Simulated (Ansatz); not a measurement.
## Geometry relaxation, with input and output: W15S28 (charge +1) (part 1 of 5)

W15S28 (defect cell, 43 atoms in the cell, total charge +1), computed with DFT PBE+D3(BJ), scalar-relativistic, plane waves, PAW, spin-polarised (Ansatz 0.2.0).

The structure derives from a Materials Project entry. It belongs to a series of runs on one base structure; here: W interstitial, charge +1, atoms relaxed at the host's cell.

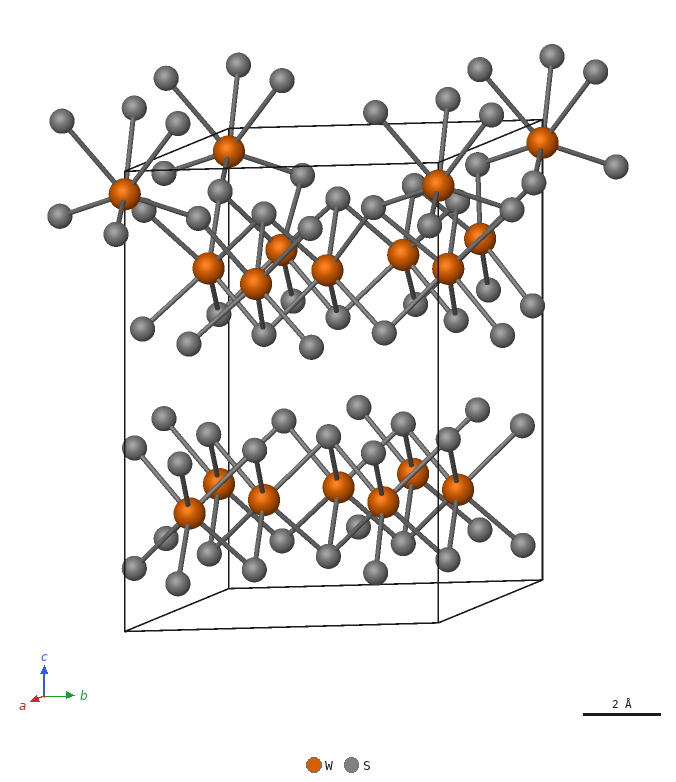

Figure 1. The structure as given in the input (ball-and-stick view of the cell of the calculation, seen slightly off an axis; bonded neighbours outside the cell are drawn too). Near neighbours in the crystal (not all of them lie inside the picture): W has 6 S at 2.23 to 2.68 Å; S has 3 W at 2.39 to 2.45 Å; S has 4 W at 2.23 to 2.68 Å.

**Key numbers**

```csv
quantity,value
outcome,converged
electrons treated,377
free energy,−181089.4945 eV
Fermi energy,13.157 eV
gap on the k-point mesh,none (metallic)
net moment of the cell,0.25 μB
integrated absolute moment,0.27 μB
final volume,732.43 Å³
largest force (length of the vector) at the end,0.012 eV/Å
hardware,"4 threads of Arm Neoverse N1, 54 GiB of memory available, shared host"
wall time,12 min (CPU time 49 min)
peak memory,3.7 GiB
```

**Notes**

Spin–orbit coupling is left out, which matters for W.

**Input**
```yaml
crystal:
  lattice:
    - [7.8852229175, -2.7315213444, 0.0]
    - [-6.308178334, -5.4630426888, 0.0]
    - [0.0, 0.0, -12.1448340132]
  atoms:
    - { symbol: W, position: [0.0953899565, 0.6190300751, 0.2466207165] }
    - { symbol: W, position: [0.3809699249, 0.4763598813, 0.2466207165] }
    - { symbol: W, position: [0.9522655895, 0.1910824111, 0.248676054] }
    - { symbol: W, position: [0.6666666667, 0.3333333333, 0.2483816599] }
    - { symbol: W, position: [0.2388168216, 0.0477344105, 0.248676054] }
    - { symbol: W, position: [0.8089175889, 0.7611831784, 0.248676054] }
    - { symbol: W, position: [0.5236401187, 0.9046100435, 0.2466207165] }
    - { symbol: W, position: [0.3333333333, 0.6666666667, 0.743683009] }
    - { symbol: W, position: [0.6130623089, 0.5176020699, 0.7389169275] }
    - { symbol: W, position: [0.1841788655, 0.2285860899, 0.7488198826], spin: 0.143 }
    - { symbol: W, position: [0.904539761, 0.3869376911, 0.7389169275] }
    - { symbol: W, position: [0.4823979301, 0.095460239, 0.7389169275] }
    - { symbol: W, position: [0.0444072245, 0.8158211345, 0.7488198826], spin: 0.143 }
    - { symbol: W, position: [0.7714139101, 0.9555927755, 0.7488198826], spin: 0.143 }
    - { symbol: S, position: [0.0955242768, 0.6230428065, 0.8730258024] }
    - { symbol: S, position: [0.3769571935, 0.4724814703, 0.8730258024] }
    - { symbol: S, position: [0.935613208, 0.2132397296, 0.8875796608], spin: 0.143 }
    - { symbol: S, position: [0.6666666667, 0.3333333333, 0.8699399254] }
    - { symbol: S, position: [0.2776265215, 0.064386792, 0.8875796608], spin: 0.143 }
    - { symbol: S, position: [0.7867602704, 0.7223734785, 0.8875796608], spin: 0.143 }
    - { symbol: S, position: [0.5275185297, 0.9044757232, 0.8730258024] }
    - { symbol: S, position: [0.3333333333, 0.6666666667, 0.3761195777] }
    - { symbol: S, position: [0.6169434055, 0.5228626943, 0.377769748] }
    - { symbol: S, position: [0.1910781875, 0.2390251168, 0.3773372646] }
    - { symbol: S, position: [0.9059192888, 0.3830565945, 0.377769748] }
    - { symbol: S, position: [0.4771373057, 0.0940807112, 0.377769748] }
    - { symbol: S, position: [0.0479469293, 0.8089218125, 0.3773372646] }
    - { symbol: S, position: [0.7609748832, 0.9520530707, 0.3773372646] }
    - { symbol: S, position: [0.0996276735, 0.6284054726, 0.6150449658] }
    - { symbol: S, position: [0.3715945274, 0.471222201, 0.6150449658] }
    - { symbol: S, position: [0.9538810924, 0.1892703762, 0.6167164497] }
    - { symbol: S, position: [0.6666666667, 0.3333333333, 0.608368216] }
    - { symbol: S, position: [0.2353892838, 0.0461189076, 0.6167164497] }
    - { symbol: S, position: [0.8107296238, 0.7646107162, 0.6167164497] }
    - { symbol: S, position: [0.528777799, 0.9003723265, 0.6150449658] }
    - { symbol: S, position: [0.3333333333, 0.6666666667, 0.116309184] }
    - { symbol: S, position: [0.6187843197, 0.5227962502, 0.1179038639] }
    - { symbol: S, position: [0.1845755535, 0.2307544854, 0.1165618637] }
    - { symbol: S, position: [0.9040119305, 0.3812156803, 0.1179038639] }
    - { symbol: S, position: [0.4772037498, 0.0959880695, 0.1179038639] }
    - { symbol: S, position: [0.0461789319, 0.8154244465, 0.1165618637] }
    - { symbol: S, position: [0.7692455146, 0.9538210681, 0.1165618637] }
    - { symbol: W, position: [0.0, 0.0, 0.949971137], spin: 0.143 }
  host:
    lattice:
      - [3.154089167, 0.0, 0.0]
      - [-1.5770445835, 2.7315213444, 0.0]
      - [0.0, 0.0, 12.1448340132]
    atoms:
      - { symbol: W, position: [0.3333333333, 0.6666666667, 0.75] }
      - { symbol: W, position: [0.6666666667, 0.3333333333, 0.25] }
      - { symbol: S, position: [0.3333333333, 0.6666666667, 0.1203422033] }
      - { symbol: S, position: [0.6666666667, 0.3333333333, 0.6203422033] }
      - { symbol: S, position: [0.3333333333, 0.6666666667, 0.3796577967] }
      - { symbol: S, position: [0.6666666667, 0.3333333333, 0.8796577967] }
total_charge: 1
basis:
  ecutwfc: 420
  xc_grid: 2
kpoints:
  mp_grid: { grid: [2, 2, 2], shift: [0.0, 0.0, 0.0] }
hamiltonian:
  xc: pbe
  dispersion: d3bj
scf:
  occupations: { method: gaussian, width: 0.01 }
output:
  forces: true
  stress: false
  eigenvalues: true
  populations: true
  charged_corrections:
    defect_position: [0.0, 0.0, 0.80769231]
    epsilon: [[14.17, 0.0, 0.0], [0.0, 14.17, 0.0], [0.0, 0.0, 6.6534]]
  write_density: true
  write_potential: true
  elf: true
  volumetric_format: npy
magnetization:
  spin_polarized: true
relax:
  adjacent_minimum: "off"
  f_tol: 0.025
  max_steps: 45
```

Run as:
```bash
ansatz run input.yaml --threads 4 --pin off --max-ram 6144MiB --backend cpu --events-out ev --progress --plain --runs-dir out
```

**Log**
```
Engine: ansatz 0.2.0, aarch64-unknown-linux-gnu
Pseudopotentials: kind: paw
Pseudopotential: W, paw, valence charge 14, recommended cutoff 420 eV (normal), W.paw.azcp
Pseudopotential: S, paw, valence charge 6, recommended cutoff 420 eV (normal), S.paw.azcp
Functional definition: PBE
  parameter kappa = 0.804
  parameter beta = 0.06672455060314922
  exchange = pbe_x(kappa = kappa, mu = beta*pi^2/3)
  correlation = pbe_c(beta = beta)
Crystal: 43 atoms, lattice volume = 732.433 Å³
Basis set: ecut = 420 eV, 14321 PW (Γ), exchange–correlation on 120×120×180 points (8 copies of the dense FFT grid, shifted against one another)
Bands: 233, of which v1, the nominal top of the filled ones, is band 189 counted from 1 (188 counted from 0)
Symmetry: 3 space group operations
Space group: P3 (ITA 143), of the structure as read, at distance tolerance 9.0e-5 Å
Magnetic group: BNS 143.1 (UNI 1231), of the structure as read, at distance tolerance 9.0e-5 Å
k-points: 4 of 8
Non-local potential: W, projectors of the file, l = 0: 3, l = 1: 2, l = 2: 2, l = 3: 1
Non-local potential: S, projectors of the file, l = 0: 2, l = 1: 2, l = 2: 2
PAW form: soft (Blöchl's): semilocal exchange-correlation on the pseudo side does not see the compensation charge
PAW one-centre angular grid: W, 590 points (default); XC on 64 Gauss nodes
PAW one-centre angular grid: S, 110 points (default); XC on 64 Gauss nodes
Initial density: superposition of atomic densities (chi_scale 0.1, normalization cell)
Starting moments: Σ|m| = 1.001 μB on 7 of 43 sites
Initial wavefunctions: pseudopotential atomic-orbital guess
Functional: x = pbe(κ = 0.804, μ = 0.2195149727645171), c = pbe(β = 0.06672455060314922)
SCF iter   1: F=—  HF=-181093.018636 eV  |F-HF|=—  |Δ(HF+E_count)|=         —  Δρ=2.26e-2 (↑2.26e-2 ↓2.25e-2)  dr2=1.87e1  dr2_m=1.24e-2  M=0.877 μB ∫|m|=0.913 μB  β_m=0.30  ethr=3.10e-3  ⟨swp⟩=6.0  Hψ=7399  notcnv=0  defer=68
Mixer restart at iter 1: flushing history
preconditioner: auto → Kerker (q_TF=auto, 2.442 Å⁻¹)  [metal: Δε(μ)=0.006 eV  Ē_g=8.589 eV  σ=0.010 eV  W_gap=0.32  n_scr=182 (ndim 8)  ℏωp=22.0 eV  f_vac=0.000  D(μ)=39.69/eV (n_scr^D=378)]
spin=Collinear: Kerker preconditioning applied to the charge; magnetization (m = ρ↑ − ρ↓) channel mixes plain (no charge-response kernel on spin).
SCF iter   2: F=—  HF=-181091.163442 eV  |F-HF|=—  |Δ(HF+E_count)|=    1.86e0  Δρ=1.65e-2 (↑1.65e-2 ↓1.65e-2)  dr2=1.13e1  dr2_m=7.59e-3  M=0.888 μB ∫|m|=0.920 μB  β_m=0.65  ethr=3.10e-3  ⟨swp⟩=2.0  Hψ=2178  notcnv=0  defer=307
SCF iter   3: F=—  HF=-181089.572785 eV  |F-HF|=—  |Δ(HF+E_count)|=    1.59e0  Δρ=3.99e-3 (↑3.99e-3 ↓3.93e-3)  dr2=1.52e0  dr2_m=1.42e-3  M=0.999 μB ∫|m|=1.032 μB  β_m=0.78  ethr=3.00e-3  ⟨swp⟩=2.0  Hψ=2714  notcnv=0  defer=310
SCF iter   4: F=—  HF=-181089.377898 eV  |F-HF|=—  |Δ(HF+E_count)|=   1.95e-1  Δρ=1.60e-3 (↑1.60e-3 ↓1.56e-3)  dr2=3.52e-1  dr2_m=2.73e-4  M=1.000 μB ∫|m|=1.050 μB  β_m=0.89  ethr=4.04e-4  ⟨swp⟩=2.4  Hψ=2439  notcnv=0  defer=306
SCF iter   5: F=—  HF=-181089.383824 eV  |F-HF|=—  |Δ(HF+E_count)|=   5.93e-3  Δρ=8.87e-4 (↑8.25e-4 ↓8.87e-4)  dr2=5.49e-2  dr2_m=1.72e-4  M=1.000 μB ∫|m|=1.057 μB  β_m=0.95  ethr=9.34e-5  ⟨swp⟩=2.0  Hψ=2469  notcnv=0  defer=306
SCF iter   6: F=—  HF=-181089.391901 eV  |F-HF|=—  |Δ(HF+E_count)|=         —  Δρ=4.95e-4 (↑4.95e-4 ↓4.92e-4)  dr2=1.99e-2  dr2_m=3.18e-5  M=1.000 μB ∫|m|=1.058 μB  β_m=0.95  ethr=1.46e-5  ⟨swp⟩=3.0  Hψ=2787  notcnv=0  defer=306
SCF iter   7: F=—  HF=-181089.394346 eV  |F-HF|=—  |Δ(HF+E_count)|=   2.44e-3  Δρ=3.16e-4 (↑3.16e-4 ↓3.16e-4)  dr2=8.47e-3  dr2_m=1.16e-6  M=1.000 μB ∫|m|=1.058 μB  β_m=0.86  ethr=5.28e-6  ⟨swp⟩=2.0  Hψ=2705  notcnv=0  defer=306
SCF iter   8: F=—  HF=-181089.394205 eV  |F-HF|=—  |Δ(HF+E_count)|=   1.41e-4  Δρ=1.08e-4 (↑1.08e-4 ↓1.08e-4)  dr2=1.51e-3  dr2_m=7.08e-7  M=1.000 μB ∫|m|=1.058 μB  β_m=0.93  ethr=2.25e-6  ⟨swp⟩=2.0  Hψ=2426  notcnv=0  defer=306
SCF iter   9: F=—  HF=-181089.394355 eV  |F-HF|=—  |Δ(HF+E_count)|=   1.50e-4  Δρ=5.40e-5 (↑5.40e-5 ↓5.39e-5)  dr2=6.89e-4  dr2_m=6.08e-8  M=1.000 μB ∫|m|=1.058 μB  β_m=0.89  ethr=4.02e-7  ⟨swp⟩=2.0  Hψ=2667  notcnv=0  defer=306
SCF iter  10: F=—  HF=-181089.394331 eV  |F-HF|=—  |Δ(HF+E_count)|=   2.38e-5  Δρ=2.61e-5 (↑2.48e-5 ↓2.61e-5)  dr2=2.12e-4  dr2_m=7.05e-8  M=1.000 μB ∫|m|=1.058 μB  β_m=0.94  ethr=1.83e-7  ⟨swp⟩=2.0  Hψ=1928  notcnv=0  defer=306
SCF iter  11: F=—  HF=-181089.394302 eV  |F-HF|=—  |Δ(HF+E_count)|=   2.90e-5  Δρ=2.16e-5 (↑2.16e-5 ↓2.13e-5)  dr2=7.53e-5  dr2_m=1.37e-8  M=1.000 μB ∫|m|=1.058 μB  β_m=0.91  ethr=5.63e-8  ⟨swp⟩=2.0  Hψ=2528  notcnv=0  defer=306
SCF iter  12: F=—  HF=-181089.394303 eV  |F-HF|=—  |Δ(HF+E_count)|=   9.54e-7  Δρ=1.30e-5 (↑1.26e-5 ↓1.30e-5)  dr2=2.04e-5  dr2_m=5.59e-9  M=1.000 μB ∫|m|=1.058 μB  β_m=0.95  ethr=2.00e-8  ⟨swp⟩=2.0  Hψ=2302  notcnv=0  defer=306
SCF iter  13: F=-181089.394302 eV  HF=-181089.394306 eV  |F-HF|=3.58e-6  |Δ(HF+E_count)|=   2.48e-6  Δρ=8.57e-6 (↑8.57e-6 ↓8.23e-6)  dr2=5.30e-6  dr2_m=3.36e-9  M=1.000 μB ∫|m|=1.058 μB  ethr=4.14e-9  ⟨swp⟩=15.5  Hψ=16903  notcnv=0
SCF 1 converged in 13 iterations: F = -181089.394302 eV  dr2 = 5.30e-6
  greatest PAW one-centre occupation: 1.000 electrons in one spin orbital (limit 2), on the W atom at site 7 (counted from 0), in its partial waves of l = 0
relax step   1: F+E_penalty+E_count = -181089.39430223 eV  Δ(F+E_penalty+E_count) = +0.000e0 eV  max|allowed force component| = 6.000e-1 eV/Å  Δτ_max = 0.0000 Å  (13 SCF iters, dr2 threshold 1.56e-5 eV, accepted)
Initial density: handed on by an earlier stage of this run
Starting moments: Σ|m| = 1.001 μB on 7 of 43 sites; this step starts from the density that it was given
Initial wavefunctions: those handed on with the density
iter 1 solved again at ethr=6.70e-5 eV; its pass at ethr=3.10e-3 eV (dr2=2.52e-1 eV) is discarded
SCF iter   1: F=—  HF=-181089.439687 eV  |F-HF|=—  |Δ(HF+E_count)|=         —  Δρ=2.81e-3 (↑2.81e-3 ↓2.71e-3)  dr2=2.59e-1  dr2_m=6.04e-4  M=0.993 μB ∫|m|=1.049 μB  β_m=0.30  ethr=6.70e-5  ⟨swp⟩=2.0  Hψ=6036  notcnv=0  defer=300
preconditioner: auto → Resta (q_TF=auto, 2.442 Å⁻¹)  ε∞=7.9  [insulator: Δε(μ)=0.032 eV  Ē_g=8.357 eV  σ=0.010 eV  W_gap=0.98  n_scr=182 (ndim 8)  ℏωp=22.0 eV  f_vac=0.010  D(μ)=2.84/eV (n_scr^D=2)  ε∞_Penn≈7.9]
spin=Collinear: Resta preconditioning applied to the charge; magnetization (m = ρ↑ − ρ↓) channel mixes plain (no charge-response kernel on spin).
SCF iter   2: F=—  HF=-181089.425175 eV  |F-HF|=—  |Δ(HF+E_count)|=   1.45e-2  Δρ=1.96e-3 (↑1.96e-3 ↓1.88e-3)  dr2=8.33e-2  dr2_m=3.38e-4  M=0.991 μB ∫|m|=1.047 μB  β_m=0.55  ethr=6.70e-5  ⟨swp⟩=1.6  Hψ=1879  notcnv=0  defer=300
SCF iter   3: F=—  HF=-181089.419556 eV  |F-HF|=—  |Δ(HF+E_count)|=   5.62e-3  Δρ=5.65e-4 (↑5.65e-4 ↓5.27e-4)  dr2=6.12e-3  dr2_m=4.18e-5  M=0.992 μB ∫|m|=1.046 μB  β_m=0.69  ethr=2.21e-5  ⟨swp⟩=3.0  Hψ=2440  notcnv=0  defer=300
SCF iter   4: F=—  HF=-181089.419020 eV  |F-HF|=—  |Δ(HF+E_count)|=   5.37e-4  Δρ=1.26e-4 (↑1.26e-4 ↓1.17e-4)  dr2=7.66e-4  dr2_m=3.35e-6  M=0.992 μB ∫|m|=1.046 μB  β_m=0.67  ethr=1.62e-6  ⟨swp⟩=2.0  Hψ=2900  notcnv=0  defer=300
SCF iter   5: F=—  HF=-181089.419306 eV  |F-HF|=—  |Δ(HF+E_count)|=   2.86e-4  Δρ=6.69e-5 (↑6.21e-5 ↓6.69e-5)  dr2=2.67e-4  dr2_m=1.33e-6  M=0.992 μB ∫|m|=1.046 μB  β_m=0.78  ethr=2.03e-7  ⟨swp⟩=2.0  Hψ=2448  notcnv=0  defer=300
SCF iter   6: F=—  HF=-181089.419631 eV  |F-HF|=—  |Δ(HF+E_count)|=   3.25e-4  Δρ=4.01e-5 (↑3.20e-5 ↓4.01e-5)  dr2=1.18e-4  dr2_m=4.41e-7  M=0.992 μB ∫|m|=1.046 μB  β_m=0.89  ethr=7.07e-8  ⟨swp⟩=2.0  Hψ=3262  notcnv=0  defer=300
SCF iter   7: F=—  HF=-181089.419700 eV  |F-HF|=—  |Δ(HF+E_count)|=   6.82e-5  Δρ=3.45e-5 (↑3.42e-5 ↓3.45e-5)  dr2=8.84e-5  dr2_m=8.09e-8  M=0.992 μB ∫|m|=1.045 μB  β_m=0.77  ethr=3.14e-8  ⟨swp⟩=3.0  Hψ=2937  notcnv=0  defer=300
SCF iter   8: F=—  HF=-181089.419689 eV  |F-HF|=—  |Δ(HF+E_count)|=   1.08e-5  Δρ=9.08e-6 (↑9.08e-6 ↓8.90e-6)  dr2=4.86e-6  dr2_m=4.16e-8  M=0.992 μB ∫|m|=1.046 μB  β_m=0.88  ethr=2.35e-8  ⟨swp⟩=2.0  Hψ=2520  notcnv=0  defer=300
SCF iter   9: F=-181089.419689 eV  HF=-181089.419696 eV  |F-HF|=7.16e-6  |Δ(HF+E_count)|=   7.02e-6  Δρ=1.06e-5 (↑1.06e-5 ↓8.58e-6)  dr2=8.25e-6  dr2_m=1.52e-8  M=0.992 μB ∫|m|=1.046 μB  ethr=1.29e-9  ⟨swp⟩=15.0  Hψ=16407  notcnv=0
SCF 2 converged in 9 iterations: F = -181089.419689 eV  dr2 = 8.25e-6
[... from here on the iterations of each SCF are left out, up to the last one ...]
relax step   2: F+E_penalty+E_count = -181089.41968865 eV  Δ(F+E_penalty+E_count) = -2.539e-2 eV  max|allowed force component| = 1.424e-1 eV/Å  Δτ_max = 0.0572 Å  (9 SCF iters, dr2 threshold 2.25e-5 eV, accepted)
[... from here on the SCF iterations and repeated set-up lines of each step are left out, up to the last step ...]
SCF 3 converged in 10 iterations: F = -181089.446479 eV  dr2 = 9.99e-7
relax step   3: F+E_penalty+E_count = -181089.44647876 eV  Δ(F+E_penalty+E_count) = -2.679e-2 eV  max|allowed force component| = 1.116e-1 eV/Å  Δτ_max = 0.0272 Å  (10 SCF iters, dr2 threshold 1.27e-6 eV, accepted)
SCF 4 converged in 12 iterations: F = -181089.465425 eV  dr2 = 7.76e-8
relax step   4: F+E_penalty+E_count = -181089.46542543 eV  Δ(F+E_penalty+E_count) = -1.895e-2 eV  max|allowed force component| = 2.764e-1 eV/Å  Δτ_max = 0.0547 Å  (12 SCF iters, dr2 threshold 7.79e-7 eV, accepted)
SCF 5 converged in 6 iterations: F = -181089.480618 eV  dr2 = 2.50e-5
relax step   5: F+E_penalty+E_count = -181089.48061773 eV  Δ(F+E_penalty+E_count) = -1.519e-2 eV  max|allowed force component| = 1.313e-1 eV/Å  Δτ_max = 0.0134 Å  (6 SCF iters, dr2 threshold 4.69e-5 eV, accepted)
SCF 6 converged in 9 iterations: F = -181089.489524 eV  dr2 = 5.72e-7
relax step   6: F+E_penalty+E_count = -181089.48952367 eV  Δ(F+E_penalty+E_count) = -8.906e-3 eV  max|allowed force component| = 8.634e-2 eV/Å  Δτ_max = 0.0689 Å  (9 SCF iters, dr2 threshold 3.89e-6 eV, accepted)
SCF 7 converged in 8 iterations: F = -181089.494058 eV  dr2 = 9.43e-7
relax step   7: F+E_penalty+E_count = -181089.49405843 eV  Δ(F+E_penalty+E_count) = -4.535e-3 eV  max|allowed force component| = 4.440e-2 eV/Å  Δτ_max = 0.0210 Å  (8 SCF iters, dr2 threshold 1.68e-6 eV, accepted)
SCF iter   1: F=—  HF=-181089.495607 eV  |F-HF|=—  |Δ(HF+E_count)|=         —  Δρ=1.09e-4 (↑1.09e-4 ↓1.04e-4)  dr2=3.29e-4  dr2_m=1.18e-6  M=0.250 μB ∫|m|=0.272 μB  β_m=0.65  ethr=7.83e-7  ⟨swp⟩=2.9  Hψ=3304  notcnv=0  defer=301
preconditioner: auto → Resta (q_TF=auto, 2.442 Å⁻¹)  ε∞=7.9  [insulator: Δε(μ)=0.031 eV  Ē_g=8.349 eV  σ=0.010 eV  W_gap=0.67  n_scr=182 (ndim 8)  ℏωp=22.0 eV  f_vac=0.009  D(μ)=19.29/eV (n_scr^D=122)  ε∞_Penn≈7.9]
spin=Collinear: Resta preconditioning applied to the charge; magnetization (m = ρ↑ − ρ↓) channel mixes plain (no charge-response kernel on spin).
SCF iter   2: F=—  HF=-181089.494469 eV  |F-HF|=—  |Δ(HF+E_count)|=   1.14e-3  Δρ=4.46e-5 (↑4.46e-5 ↓4.16e-5)  dr2=4.47e-5  dr2_m=2.87e-7  M=0.250 μB ∫|m|=0.272 μB  β_m=0.62  ethr=8.74e-8  ⟨swp⟩=2.0  Hψ=2858  notcnv=0  defer=301
SCF iter   3: F=—  HF=-181089.494472 eV  |F-HF|=—  |Δ(HF+E_count)|=   3.62e-6  Δρ=1.86e-5 (↑1.86e-5 ↓1.74e-5)  dr2=8.24e-6  dr2_m=7.24e-8  M=0.250 μB ∫|m|=0.272 μB  β_m=0.74  ethr=1.19e-8  ⟨swp⟩=2.0  Hψ=2648  notcnv=0  defer=301
SCF iter   4: F=—  HF=-181089.494475 eV  |F-HF|=—  |Δ(HF+E_count)|=   2.87e-6  Δρ=6.60e-6 (↑5.59e-6 ↓6.60e-6)  dr2=2.51e-6  dr2_m=9.97e-9  M=0.250 μB ∫|m|=0.272 μB  β_m=0.79  ethr=2.19e-9  ⟨swp⟩=2.0  Hψ=2916  notcnv=0  defer=301
SCF iter   5: F=—  HF=-181089.494475 eV  |F-HF|=—  |Δ(HF+E_count)|=   2.35e-7  Δρ=3.61e-6 (↑3.18e-6 ↓3.61e-6)  dr2=9.76e-7  dr2_m=3.84e-9  M=0.250 μB ∫|m|=0.272 μB  β_m=0.80  ethr=6.67e-10  ⟨swp⟩=2.0  Hψ=2668  notcnv=0  defer=301
SCF iter   6: F=—  HF=-181089.494475 eV  |F-HF|=—  |Δ(HF+E_count)|=   1.94e-7  Δρ=1.33e-6 (↑1.14e-6 ↓1.33e-6)  dr2=7.28e-8  dr2_m=7.89e-10  M=0.250 μB ∫|m|=0.272 μB  β_m=0.86  ethr=2.59e-10  ⟨swp⟩=2.0  Hψ=2669  notcnv=0  defer=301
SCF iter   7: F=—  HF=-181089.494475 eV  |F-HF|=—  |Δ(HF+E_count)|=   1.00e-7  Δρ=8.25e-7 (↑8.25e-7 ↓6.18e-7)  dr2=5.35e-8  dr2_m=3.68e-10  M=0.250 μB ∫|m|=0.272 μB  β_m=0.85  ethr=1.93e-11  ⟨swp⟩=2.0  Hψ=3262  notcnv=0  defer=301
SCF iter   8: F=—  HF=-181089.494475 eV  |F-HF|=—  |Δ(HF+E_count)|=   3.12e-8  Δρ=5.07e-7 (↑5.07e-7 ↓3.12e-7)  dr2=1.14e-8  dr2_m=2.68e-10  M=0.250 μB ∫|m|=0.272 μB  β_m=0.93  ethr=1.42e-11  ⟨swp⟩=2.0  Hψ=2668  notcnv=0  defer=301
SCF iter   9: F=-181089.494475 eV  HF=-181089.494475 eV  |F-HF|=6.23e-9  |Δ(HF+E_count)|=   1.02e-8  Δρ=3.68e-7 (↑3.68e-7 ↓2.24e-7)  dr2=7.35e-9  dr2_m=7.85e-11  M=0.250 μB ∫|m|=0.272 μB  ethr=3.03e-12  ⟨swp⟩=10.0  Hψ=12331  notcnv=0
SCF 8 converged in 9 iterations: F = -181089.494475 eV  dr2 = 7.35e-9
relax step   8: F+E_penalty+E_count = -181089.49447534 eV  Δ(F+E_penalty+E_count) = -4.169e-4 eV  max|allowed force component| = 1.022e-2 eV/Å  Δτ_max = 0.0034 Å  (9 SCF iters, accepted)
```
